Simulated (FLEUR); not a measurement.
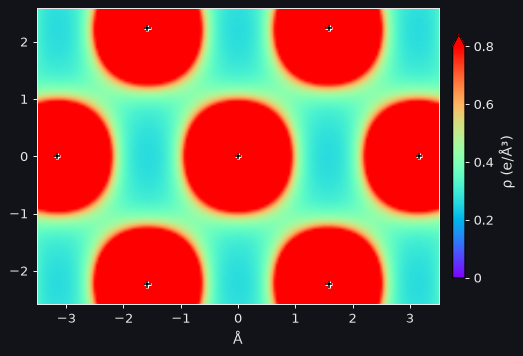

The electron density on a plane through atoms (crosses mark nuclei in the plane).

Method: Kohn-Sham DFT of a periodic cell, PBE, all-electron in FLEUR.

Candidates:
A. Re, a = 3.95 Å, b = 3.95 Å, c = 3.95 Å, α = 90.00°, β = 90.00°, γ = 90.00°. Space group Fm-3m.
B. C, a = 3.57 Å, b = 3.57 Å, c = 3.57 Å, α = 90.00°, β = 90.00°, γ = 90.00°. Space group Fd-3m.
C. W, a = 3.16 Å, b = 3.16 Å, c = 3.16 Å, α = 90.00°, β = 90.00°, γ = 90.00°. Space group Im-3m.

Which candidate gave the map?

Candidate C: W on the (11̄0) plane of the conventional cell, which holds W. W–W (2.74 Å): the density is about 0.42 e/Å³ at the midpoint.
